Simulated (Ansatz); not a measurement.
Geometry relaxation, with input and output: SiO$_{2}$ (part 2 of 2)

SiO$_{2}$ (P4₂/mnm, 6 atoms in the cell); DFT PBE, scalar-relativistic, plane waves, PAW, no spin polarisation (Ansatz 0.2.0); cutoff 420 eV, 6×6×8 k-mesh, Gaussian smearing of 0.02 eV. The structure derives from a Materials Project entry.

Geometry of the input (Å; fractional positions):
```
4.2332  0.0000  0.0000
0.0000  4.2332  0.0000
0.0000  0.0000  2.6935
Si 0.5000  0.5000  0.5000
Si 0.0000  0.0000  0.0000
O  0.6932  0.6932  0.0000
O  0.1932  0.8068  0.5000
O  0.3068  0.3068  0.0000
O  0.8068  0.1932  0.5000
```

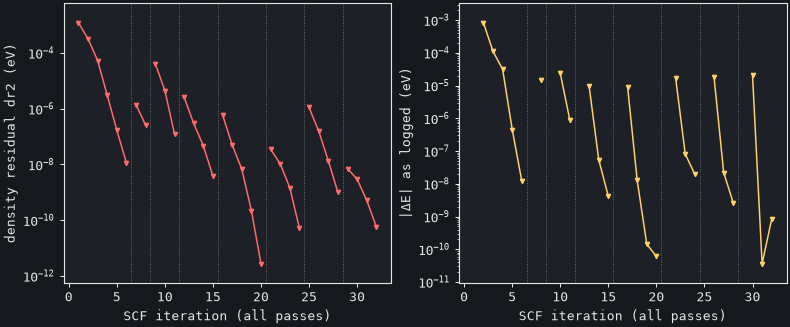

Convergence of the self-consistent field: density residual dr2 and size of the energy change against the SCF iteration. The dotted lines part the SCF passes of the relaxation: geometry steps, rejected trials and re-solves on a re-selected basis. The 8 passes take 2 to 6 iterations each, 32 in all.

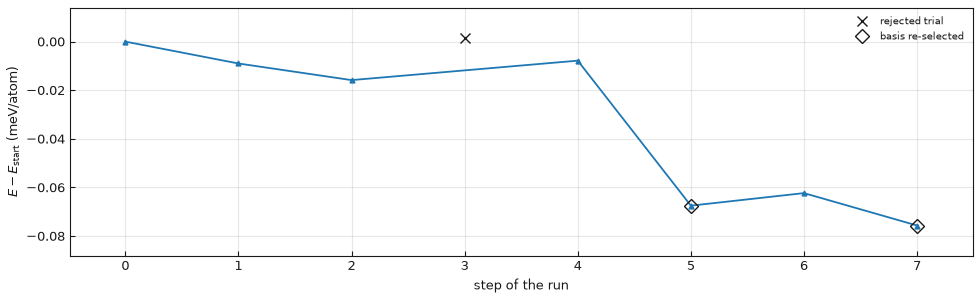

Progress of the relaxation, step by step (the first geometry is step 0 here and step 1 in the log). The atoms keep their places relative to the cell (all moves are under 0.005 Å). The space group stays P4_2/mnm (No. 136). Over 5 geometry steps the energy falls by 0.1 meV per atom. Largest force component: 0.0082 eV/Å at the start, 0.00014 eV/Å at the end. Pressure: −0.09 GPa at the start and 0.00 GPa at the end. The line search rejected the trial step at point 3 (counted from 0) and went back. The basis was re-selected once at an unchanged geometry, which shifts the energy a little without any move. The energy change given includes the shifts at the re-selections in mid-walk, which come without any move. A last SCF at the same geometry on a re-selected plane-wave basis shifts the energy by next to nothing (0.0 meV per atom). (Atoms are counted from 1 in the order of the input.)

```
basis re-selected at this cell: Δ(F+E_penalty+E_count) = -8.023e-5 eV, ΔP = +0.001 GPa vs the last step (what re-selecting the basis moved, of the pressure what is left beyond the Pulay correction that the steps carried, after the strain that the cell walked since its last selection, with what the two solves' SCF thresholds leave and, on support functions, any second-order correction that the steps lacked; it is no measure of the basis error at this ecutwfc). This SCF's stress stands 3.72e-3 GPa from its target on what of the cell is left free (relax.cell.stress_tol is 5.00e-2 GPa) and its largest allowed force component is 1.38e-4 eV/Å (relax.f_tol is 5.00e-3 eV/Å): within both
SCF converged after 4 iterations
Free energy (F): -3547.018979 eV
Harris-Foulkes:  -3547.018979 eV  (|F-HF|=2.09e-11)
Internal energy: -3547.018979 eV  (E = F + TS)
E sigma→0 (E₀):  -3547.018979 eV
Fermi energy:    12.516915 eV
--- Per-component energies (eV) ---
  E_band       = 52.991807
  E_kinetic    = 810.599950
  E_local      = -1244.800186  (includes V_loc(G=0)·N_el)
  E_nonlocal   = 235.671784
  E_hartree    = 440.947343
  E_xc         = -411.041340
  E_vxc        = -478.422943  (∫ρ·V_xc dr)
  E_paw        = -1661.190330  (= ΣΔE_a)
  E_vpaw       = -151.962022  (= ΣTr[D̂ρ^β])
  E_aug_tail   = 0.010307  (compensation charges beyond the density's cutoff)
  E_ewald      = -1717.216508
  E_smearing   = -0.000000  (= −TS)
  E_closure    = 0.000000  (closes the sum)
  Σ components = -3547.018979   (vs F -3547.018979, Δ=0.00e0)
--- Forces (eV/Å), atoms counted from 1 ---
  atom   1  Si    -0.00000000    -0.00000000     0.00000000
  atom   2  Si     0.00000000    -0.00000000     0.00000000
  atom   3  O      0.00013821     0.00013821    -0.00000000
  atom   4  O      0.00013821    -0.00013821    -0.00000000
  atom   5  O     -0.00013821    -0.00013821     0.00000000
  atom   6  O     -0.00013821     0.00013821     0.00000000
  max |Σ_I F_I| component: 3.47e-18 eV/Å
--- Stress (GPa, compression-positive) ---
        0.003720      -0.000000       0.000000
       -0.000000       0.003720      -0.000000
        0.000000      -0.000000      -0.003226
  P = ⅓ Tr σ = 0.0014 GPa (0.014 kbar)
--- Band table (eV; the first three rows and the last of 50) ---
  k-point 0: bands = ["-12.1951", "-8.7414", "-8.7414", "-8.5789", "-0.5998", "3.7823", "3.7823", "4.0761", "4.8026", "5.0516", "6.9863", "6.9863", "7.5036", "9.1476", "9.1476", "9.9969", "15.0369", "16.6239", "18.3163", "18.3163", "21.0994", "21.5304"]
  k-point 1: bands = ["-11.9945", "-8.6405", "-8.6405", "-8.5529", "-0.5248", "3.9536", "3.9536", "4.2520", "4.2965", "4.7657", "6.3133", "6.3133", "6.7705", "9.0055", "9.0055", "9.8251", "15.7843", "17.6619", "19.1783", "19.1783", "20.2902", "22.4263"]
  k-point 2: bands = ["-11.4202", "-8.5767", "-8.3815", "-8.3815", "-0.3633", "3.4134", "3.6583", "4.4293", "4.4293", "4.9368", "4.9480", "4.9480", "5.6368", "8.5537", "8.5537", "9.2735", "16.9961", "19.5242", "20.0218", "20.9714", "20.9714", "23.5050"]
  k-point 49: bands = ["-9.3234", "-9.3234", "-8.1737", "-8.1737", "-0.4892", "-0.4892", "2.1299", "2.1299", "5.5366", "5.5366", "5.6771", "5.6771", "8.2698", "8.2698", "8.5299", "8.5299", "16.8325", "16.8325", "20.6991", "20.6991", "21.6063", "21.6063"]
--- Relaxed structure (6 steps of the walk, 5 accepted, 2 SCFs on fresh bases) ---
  F+E_penalty+E_count = -3547.01897936 eV   max|allowed force component| = 1.382e-4 eV/Å   (the final SCF, on the basis selected at the relaxed cell)
  cell:  # Å, volume = 48.2798 Å³
    - [4.236116534274595, -4.1766079169511305e-35, -1.0916035002985503e-33]
    - [-4.1766079169511305e-35, 4.236116534274595, -4.198474974107943e-34]
    - [-5.9661708605967835e-34, -2.671419768590593e-34, 2.6904781063422334]
  atoms:
    - { symbol: Si, position: [0.5, 0.5, 0.5] }
    - { symbol: Si, position: [1.2339147908816122e-20, 8.003771616529354e-22, -2.7291181826277573e-36] }
    - { symbol: O, position: [0.6930152166792631, 0.6930152166792631, 4.335632520210685e-35] }
    - { symbol: O, position: [0.19301521667926314, 0.8069847833207368, 0.5] }
    - { symbol: O, position: [0.3069847833207368, 0.3069847833207368, -3.708455844448007e-35] }
    - { symbol: O, position: [0.8069847833207368, 0.19301521667926314, 0.5] }
```

Trajectory as extended XYZ (Å, eV, eV/Å), 8 frames, from step=1 to step=8:
```
6
Lattice="4.2332 0.0000 0.0000 0.0000 4.2332 0.0000 0.0000 0.0000 2.6935" Properties=species:S:1:pos:R:3:forces:R:3 step=1 energy=-3547.01852 pressure_GPa=-0.09
Si    2.1166    2.1166    1.3467    0.0000   0.0000   0.0000
Si    0.0000    0.0000    0.0000    0.0000   0.0000   0.0000
O     2.9343    2.9343    0.0000   -0.0082  -0.0082   0.0000
O     0.8177    3.4155    1.3467   -0.0082   0.0082   0.0000
O     1.2989    1.2989    0.0000    0.0082   0.0082   0.0000
O     3.4155    0.8177    1.3467    0.0082  -0.0082   0.0000
6
Lattice="4.2339 0.0000 0.0000 0.0000 4.2339 0.0000 0.0000 0.0000 2.6925" Properties=species:S:1:pos:R:3:forces:R:3 step=2 energy=-3547.01858 pressure_GPa=-0.06
Si    2.1169    2.1169    1.3463    0.0000   0.0000   0.0000
Si    0.0000    0.0000    0.0000    0.0000   0.0000   0.0000
O     2.9348    2.9348    0.0000   -0.0123  -0.0123   0.0000
O     0.8179    3.4160    1.3463   -0.0123   0.0123   0.0000
O     1.2991    1.2991    0.0000    0.0123   0.0123   0.0000
O     3.4160    0.8179    1.3463    0.0123  -0.0123   0.0000
6
Lattice="4.2353 0.0000 0.0000 0.0000 4.2353 0.0000 0.0000 0.0000 2.6908" Properties=species:S:1:pos:R:3:forces:R:3 step=3 energy=-3547.01862 pressure_GPa=0.05
Si    2.1177    2.1177    1.3454    0.0000   0.0000   0.0000
Si    0.0000    0.0000    0.0000    0.0000   0.0000   0.0000
O     2.9352    2.9352    0.0000    0.0010   0.0010   0.0000
O     0.8175    3.4178    1.3454    0.0010  -0.0010   0.0000
O     1.3001    1.3001    0.0000   -0.0010  -0.0010   0.0000
O     3.4178    0.8175    1.3454   -0.0010   0.0010   0.0000
6
Lattice="4.2359 0.0000 0.0000 0.0000 4.2359 0.0000 0.0000 0.0000 2.6910" Properties=species:S:1:pos:R:3:forces:R:3 step=4 energy=-3547.01852 pressure_GPa=-0.05 accepted=F
Si    2.1179    2.1179    1.3455    0.0000   0.0000   0.0000
Si    0.0000    0.0000    0.0000    0.0000   0.0000   0.0000
O     2.9356    2.9356    0.0000   -0.0007  -0.0007   0.0000
O     0.8176    3.4183    1.3455   -0.0007   0.0007   0.0000
O     1.3003    1.3003    0.0000    0.0007   0.0007   0.0000
O     3.4183    0.8176    1.3455    0.0007  -0.0007   0.0000
6
Lattice="4.2356 0.0000 0.0000 0.0000 4.2356 0.0000 0.0000 0.0000 2.6909" Properties=species:S:1:pos:R:3:forces:R:3 step=5 energy=-3547.01857 pressure_GPa=0.00
Si    2.1178    2.1178    1.3455    0.0000   0.0000   0.0000
Si    0.0000    0.0000    0.0000    0.0000   0.0000   0.0000
O     2.9354    2.9354    0.0000    0.0000   0.0000   0.0000
O     0.8176    3.4180    1.3455    0.0000   0.0000   0.0000
O     1.3002    1.3002    0.0000    0.0000   0.0000   0.0000
O     3.4180    0.8176    1.3455    0.0000   0.0000   0.0000
6
Lattice="4.2356 0.0000 0.0000 0.0000 4.2356 0.0000 0.0000 0.0000 2.6909" Properties=species:S:1:pos:R:3:forces:R:3 step=6 energy=-3547.01893 pressure_GPa=0.01
Si    2.1178    2.1178    1.3455    0.0000   0.0000   0.0000
Si    0.0000    0.0000    0.0000    0.0000   0.0000   0.0000
O     2.9354    2.9354    0.0000    0.0000   0.0000   0.0000
O     0.8176    3.4180    1.3455    0.0000   0.0000   0.0000
O     1.3002    1.3002    0.0000    0.0000   0.0000   0.0000
O     3.4180    0.8176    1.3455    0.0000   0.0000   0.0000
6
Lattice="4.2361 0.0000 0.0000 0.0000 4.2361 0.0000 0.0000 0.0000 2.6905" Properties=species:S:1:pos:R:3:forces:R:3 step=7 energy=-3547.01890 pressure_GPa=0.00
Si    2.1181    2.1181    1.3452    0.0000   0.0000   0.0000
Si    0.0000    0.0000    0.0000    0.0000   0.0000   0.0000
O     2.9357    2.9357    0.0000    0.0001   0.0001   0.0000
O     0.8176    3.4185    1.3452    0.0001  -0.0001   0.0000
O     1.3004    1.3004    0.0000   -0.0001  -0.0001   0.0000
O     3.4185    0.8176    1.3452   -0.0001   0.0001   0.0000
6
Lattice="4.2361 0.0000 0.0000 0.0000 4.2361 0.0000 0.0000 0.0000 2.6905" Properties=species:S:1:pos:R:3:forces:R:3 step=8 energy=-3547.01898 pressure_GPa=0.00
Si    2.1181    2.1181    1.3452    0.0000   0.0000   0.0000
Si    0.0000    0.0000    0.0000    0.0000   0.0000   0.0000
O     2.9357    2.9357    0.0000    0.0001   0.0001   0.0000
O     0.8176    3.4185    1.3452    0.0001  -0.0001   0.0000
O     1.3004    1.3004    0.0000   -0.0001  -0.0001   0.0000
O     3.4185    0.8176    1.3452   -0.0001   0.0001   0.0000
```

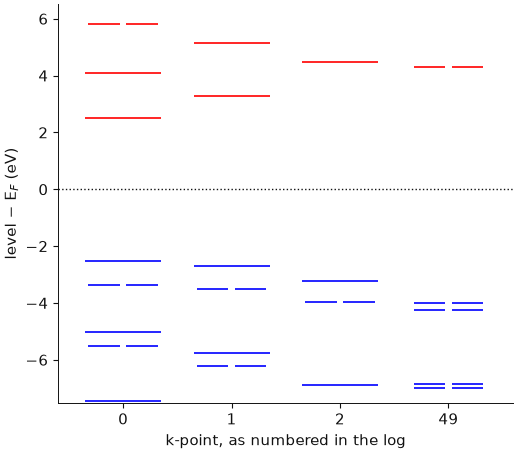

Kohn–Sham levels near the Fermi level (dotted) at the few k-points that the log prints; levels within 0.02 eV of each other stand side by side. Among these points the highest filled and lowest empty levels are 5.04 eV apart, which is the gap on the mesh.
